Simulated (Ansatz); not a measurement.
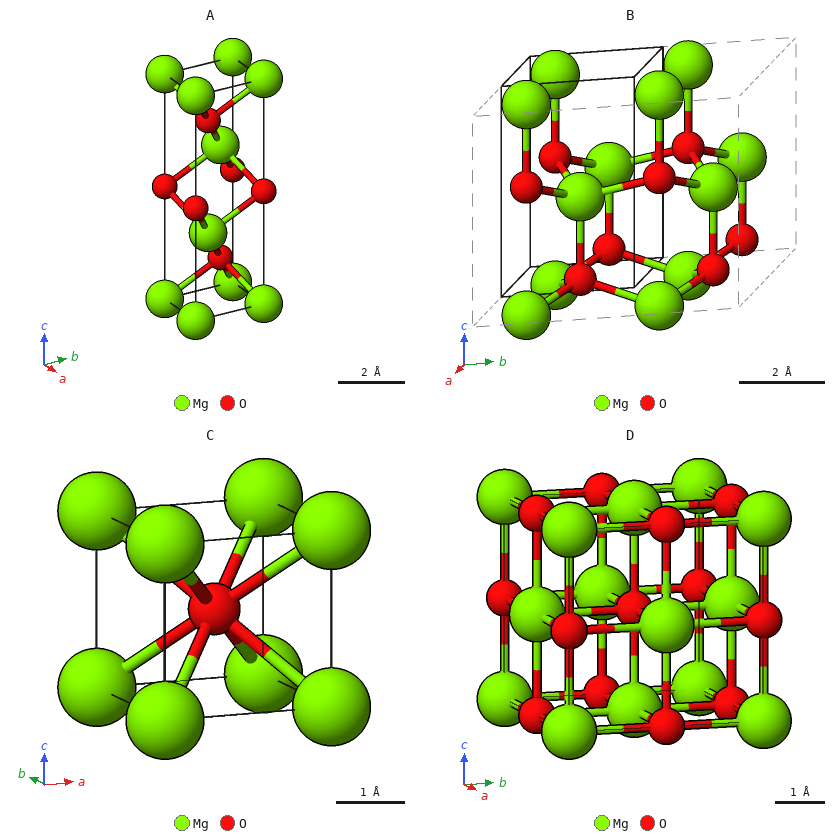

Four structures of MgO, each relaxed to rest (conventional cells in solid outline, small ones repeated, each panel with its own scale). Method: DFT PBE, scalar-relativistic, plane waves, PAW in Ansatz 0.2.0, without spin polarisation.

Give the type and space group of each panel.

A: 6 atoms a cell on a rhombohedral (trigonal R) lattice, R-3m; B: wurtzite, P6_3mc; C: caesium chloride (CsCl, B2) type, Pm-3m; D: rock salt (NaCl type), Fm-3m.

Which of these is lowest in energy, and how far above it do the others lie?

D, then A (+28 meV/atom), B (+68 meV/atom) and C (+752 meV/atom), energies at zero smearing.

Collect the results in a table.

| panel | structure | E − E(lowest) (meV/atom) | volume (Å³/atom) | gap (eV) |
| --- | --- | --- | --- | --- |
| D | Fm-3m | 0 | 9.6 | 5.90 |
| A | R-3m | 28 | 9.6 | 4.07 |
| B | P6_3mc | 68 | 12.2 | 3.41 |
| C | Pm-3m | 752 | 9.4 | 2.27 |

Some of these may be structure types tried for this composition rather than known phases, and the most stable form need not be among them. Gaps are taken on the k-mesh or band path of each run.
